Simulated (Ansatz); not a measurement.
# Geometry relaxation, with input and output: TaN (part 2 of 2)

The same run, continued: TaN (2 atoms in the cell); DFT PBE+D3(BJ), scalar-relativistic, plane waves, PAW, no spin polarisation (Ansatz 0.2.0); cutoff 420 eV, 16×16×16 k-mesh, Gaussian smearing of 0.1 eV. The structure derives from an entry of the Crystallography Open Database.

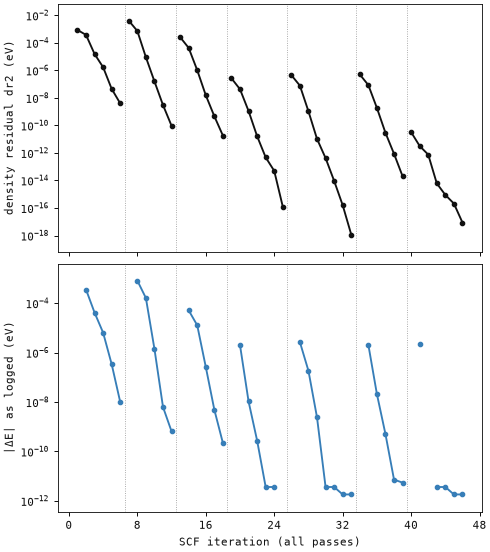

*Convergence of the self-consistent field: density residual dr2 and size of the energy change against the SCF iteration. The dotted lines part the SCF passes of the relaxation: geometry steps, rejected trials and re-solves on a re-selected basis.*

The 7 passes take 6 to 8 iterations each, 46 in all.

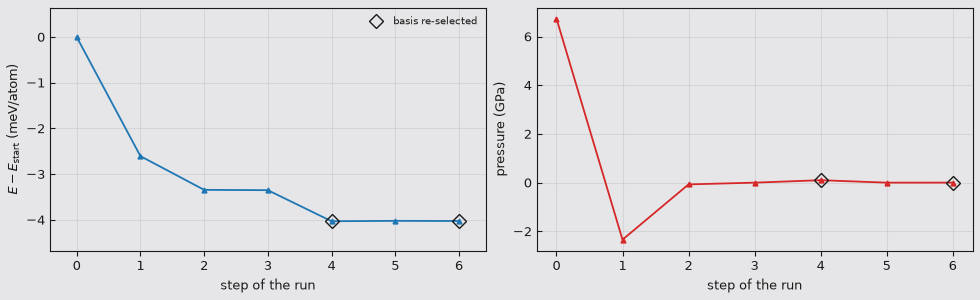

*Progress of the relaxation, step by step (the first geometry is step 0 here and step 1 in the log).*

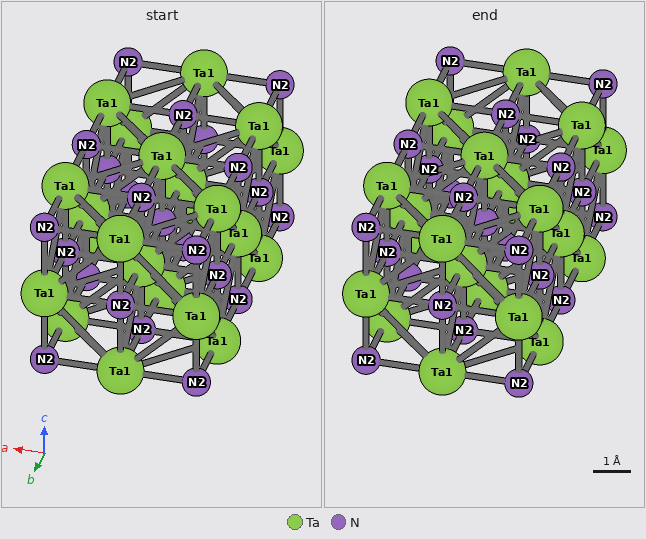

*Before (left) and after (right) the relaxation, at one scale (ball-and-stick view of the cell 4 times as large as that of the calculation, set on its symmetry axes, repeated 1 × 2 × 1, seen at an oblique angle).*

After 4 geometry steps the energy has fallen by 4.0 meV per atom. All forces vanish by symmetry, so only the cell relaxes. Pressure: 6.74 GPa at the start and 0.00 GPa at the end. The basis was re-selected once at an unchanged geometry, which shifts the energy a little without any move. No atom moves by more than 0.005 Å relative to the cell. Cell: a = b = c 4.358 → 4.385 Å (+0.6 %). Volume +1.9 %. Distances before and after: Ta1–Ta1 3.082 → 3.101 Å, Ta1–N2 2.179 → 2.193 Å. The space group stays Fm-3m (No. 225). The energy change given includes the shifts at the re-selections in mid-walk, which come without any move. A last SCF at the same geometry on a re-selected plane-wave basis shifts the energy by next to nothing (0.0 meV per atom). (Atoms are counted from 1 in the order of the input.)

```
basis re-selected at this cell: Δ(F+E_penalty+E_count) = -7.785e-6 eV, ΔP = +0.001 GPa vs the last step (what re-selecting the basis moved, of the pressure what is left beyond the Pulay correction that the steps carried, after the strain that the cell walked since its last selection, with what the two solves' SCF thresholds leave and, on support functions, any second-order correction that the steps lacked; it is no measure of the basis error at this ecutwfc). This SCF's stress stands 1.60e-3 GPa from its target on what of the cell is left free (relax.cell.stress_tol is 5.00e-2 GPa) and its largest allowed force component is 9.53e-30 eV/Å (relax.f_tol is 5.00e-3 eV/Å): within both
SCF converged after 7 iterations
Free energy (F): -10318.859988 eV
Harris-Foulkes:  -10318.859988 eV  (|F-HF|=7.28e-12)
Internal energy: -10318.854334 eV  (E = F + TS)
E sigma→0 (E₀):  -10318.857161 eV
Entropy (-TS):   -0.005655 eV (-2.827 meV/atom)
Fermi energy:    21.905446 eV
--- Per-component energies (eV) ---
  E_band       = -40.830339
  E_kinetic    = 502.081904
  E_local      = -577.337403  (includes V_loc(G=0)·N_el)
  E_nonlocal   = 60.149680
  E_hartree    = 195.129734
  E_xc         = -280.451814
  E_vxc        = -283.082106  (∫ρ·V_xc dr)
  E_paw        = -8524.486393  (= ΣΔE_a)
  E_vpaw       = -132.902133  (= ΣTr[D̂ρ^β])
  E_aug_tail   = 0.000252  (compensation charges beyond the density's cutoff)
  E_ewald      = -1692.986690
  E_disp       = -0.953603  (pairwise vdW)
  E_smearing   = -0.005655  (= −TS)
  E_closure    = 0.000000  (closes the sum)
  Σ components = -10318.859988   (vs F -10318.859988, Δ=0.00e0)
--- Forces (eV/Å), atoms counted from 1 ---
  atom   1  Ta     0.00000000    -0.00000000     0.00000000
  atom   2  N     -0.00000000     0.00000000    -0.00000000
  max |Σ_I F_I| component: 1.67e-29 eV/Å
--- Stress (GPa, compression-positive) ---
        0.001596      -0.000000      -0.000000
       -0.000000       0.001596      -0.000000
       -0.000000      -0.000000       0.001596
  P = ⅓ Tr σ = 0.0016 GPa (0.016 kbar)
--- Band table (eV; the first three rows and the last of 145) ---
  k-point 0: bands = ["-47.5404", "-13.7874", "-13.7874", "-13.7874", "2.9924", "18.0559", "18.0559", "18.0559", "19.7895", "19.7895", "19.7895", "21.9952", "21.9952", "23.4848", "31.0844", "46.1421", "46.1421"]
  k-point 1: bands = ["-47.5381", "-13.8238", "-13.7906", "-13.7906", "3.0880", "17.5449", "17.7141", "17.7141", "19.9486", "19.9486", "20.0163", "22.3884", "22.3884", "23.7758", "31.3795", "44.6100", "45.3935"]
  k-point 2: bands = ["-47.5318", "-13.9262", "-13.7998", "-13.7998", "3.3645", "16.5052", "17.0042", "17.0042", "20.3204", "20.3204", "20.3546", "23.3464", "23.3464", "24.5186", "32.1988", "42.3647", "43.7437"]
  k-point 144: bands = ["-47.4619", "-14.3132", "-14.3132", "-14.1078", "4.9060", "14.4004", "15.0844", "15.0844", "21.7199", "21.7199", "25.5365", "26.0573", "26.5272", "31.9515", "33.8899", "33.8899", "37.2052"]
--- Relaxed structure (5 steps of the walk, 5 accepted, 2 SCFs on fresh bases) ---
  F+E_penalty+E_count = -10318.85998850 eV   max|allowed force component| = 9.532e-30 eV/Å   (the final SCF, on the basis selected at the relaxed cell)
  cell:  # Å, volume = 21.0806 Å³
    - [-8.156576012033642e-34, 2.1925578593222843, 2.1925578593222843]
    - [2.1925578593222843, -3.006667575348468e-33, 2.1925578593222843]
    - [2.1925578593222843, 2.1925578593222843, -2.4967322961188397e-33]
  atoms:
    - { symbol: Ta, position: [0.5, 0.5, 0.5] }
    - { symbol: N, position: [8.056011460754589e-37, -6.9051526807181156e-37, -6.905152680699274e-37] }
```

### Trajectory as extended XYZ (Å, eV, eV/Å), 7 frames, from step=1 to step=7
```
2
Lattice="0.0000 2.1790 2.1790 2.1790 0.0000 2.1790 2.1790 2.1790 0.0000" Properties=species:S:1:pos:R:3:forces:R:3 step=1 energy=-10318.85194 pressure_GPa=6.74
Ta    2.1790    2.1790    2.1790    0.0000   0.0000   0.0000
N     0.0000    0.0000    0.0000    0.0000   0.0000   0.0000
2
Lattice="0.0000 2.1973 2.1973 2.1973 0.0000 2.1973 2.1973 2.1973 0.0000" Properties=species:S:1:pos:R:3:forces:R:3 step=2 energy=-10318.85715 pressure_GPa=-2.34
Ta    2.1973    2.1973    2.1973    0.0000   0.0000   0.0000
N     0.0000    0.0000    0.0000    0.0000   0.0000   0.0000
2
Lattice="0.0000 2.1925 2.1925 2.1925 0.0000 2.1925 2.1925 2.1925 0.0000" Properties=species:S:1:pos:R:3:forces:R:3 step=3 energy=-10318.85863 pressure_GPa=-0.07
Ta    2.1925    2.1925    2.1925    0.0000   0.0000   0.0000
N     0.0000    0.0000    0.0000    0.0000   0.0000   0.0000
2
Lattice="0.0000 2.1923 2.1923 2.1923 0.0000 2.1923 2.1923 2.1923 0.0000" Properties=species:S:1:pos:R:3:forces:R:3 step=4 energy=-10318.85864 pressure_GPa=0.00
Ta    2.1923    2.1923    2.1923    0.0000   0.0000   0.0000
N     0.0000    0.0000    0.0000    0.0000   0.0000   0.0000
2
Lattice="0.0000 2.1923 2.1923 2.1923 0.0000 2.1923 2.1923 2.1923 0.0000" Properties=species:S:1:pos:R:3:forces:R:3 step=5 energy=-10318.86000 pressure_GPa=0.10
Ta    2.1923    2.1923    2.1923    0.0000   0.0000   0.0000
N     0.0000    0.0000    0.0000    0.0000   0.0000   0.0000
2
Lattice="0.0000 2.1926 2.1926 2.1926 0.0000 2.1926 2.1926 2.1926 0.0000" Properties=species:S:1:pos:R:3:forces:R:3 step=6 energy=-10318.85998 pressure_GPa=0.00
Ta    2.1926    2.1926    2.1926    0.0000   0.0000   0.0000
N     0.0000    0.0000    0.0000    0.0000   0.0000   0.0000
2
Lattice="0.0000 2.1926 2.1926 2.1926 0.0000 2.1926 2.1926 2.1926 0.0000" Properties=species:S:1:pos:R:3:forces:R:3 step=7 energy=-10318.85999 pressure_GPa=0.00
Ta    2.1926    2.1926    2.1926    0.0000   0.0000   0.0000
N     0.0000    0.0000    0.0000    0.0000   0.0000   0.0000
```

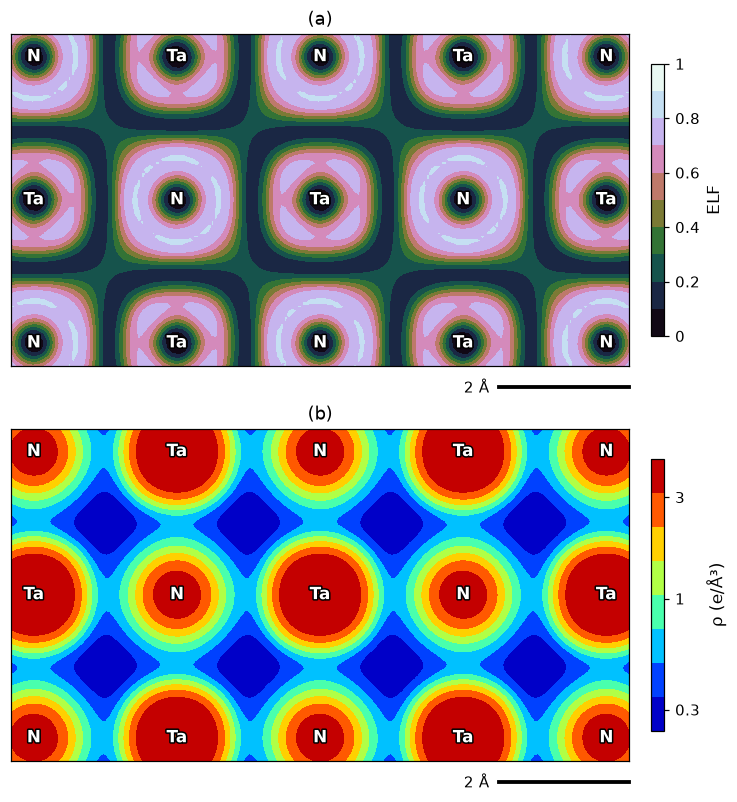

*(a) electron localisation function; (b) valence electron density on the (010) plane of the conventional cell.*

Ta–N (2.19 Å): ρ is about 0.55 e/Å³ halfway; the ELF is about 0.15 at the midpoint; a polar contact without a shared pair, in a metal. Ta–Ta (3.10 Å): the density is about 0.24 e/Å³ at the midpoint; the ELF is about 0.20 at the midpoint (no localised pair between them). Away from the nuclei the density in this plane falls to 0.24 e/Å³ at its lowest. The strong features right at Ta lie inside the PAW spheres (semicore, d or f shells) and say nothing about bonding. The fields are those of the smooth PAW valence density.

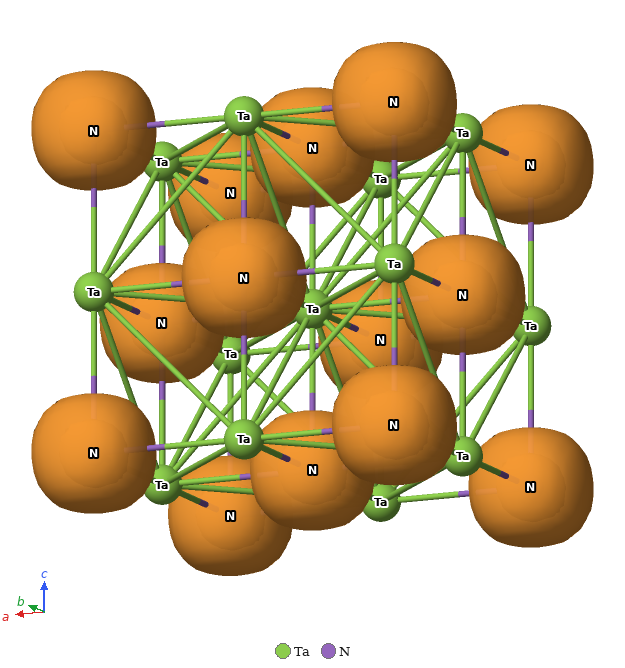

*Isosurface of the ELF at 0.7 (orange), seen at an oblique angle. Only the valence region is drawn (cores and ρ < 0.01 e/Å³ removed). Sticks mark near contacts. The outline is the cell set on symmetry axes.*

Along the contacts the grid gives the following. Ta–N (2.19 Å): the ELF is about 0.15 at the midpoint; no shared pair; the contact is polar. Ta–Ta (3.10 Å): the ELF is about 0.20 at the midpoint; no shared electron pair.

The run was set up as follows.

### Input
```yaml
crystal:
  lattice:
    - [0.0, 2.179, 2.179]
    - [2.179, 0.0, 2.179]
    - [2.179, 2.179, 0.0]
  atoms:
    - { symbol: Ta, position: [0.5, 0.5, 0.5] }
    - { symbol: "N", position: [0.0, 0.0, 0.0] }
basis:
  ecutwfc: 420
kpoints:
  mp_grid: { grid: [16, 16, 16] }
hamiltonian:
  xc: pbe
  dispersion: d3bj
scf:
  occupations: { method: gaussian, width: 0.1 }
output:
  forces: true
  stress: true
  eigenvalues: true
  write_density: true
  write_potential: true
  elf: true
  volumetric_format: npy
relax:
  adjacent_minimum: "off"
  f_tol: 0.005
  max_steps: 80
  cell: { stress_tol: 0.05 }
```

Run as:
```bash
ansatz run input.yaml --threads 8 --pin off --max-ram 20480MiB --backend cpu --events-out ev --progress --plain --runs-dir out
```

### Summary

| quantity | value |
| --- | --- |
| outcome | converged |
| space group (tolerance 0.01 Å) | Fm-3m (225) |
| electrons treated | 18 |
| free energy | −10318.8600 eV |
| Fermi energy | 21.905 eV |
| gap on the k-point mesh | none (metallic) |
| pressure | 0.00 GPa |
| final volume | 21.08 Å³ |
| largest force (length of the vector) at the end | under 0.001 eV/Å |
| final cell | a = 3.101 Å, b = 3.101 Å, c = 3.101 Å, α = 60.00°, β = 60.00°, γ = 60.00° |
| hardware | 8 threads of Arm Neoverse V2, 24 GiB of memory available, shared host |
| wall time | 4.2 s (CPU time 24 s) |
| peak memory | 0.41 GiB |

### Remarks

Spin–orbit coupling is left out, which matters for Ta.
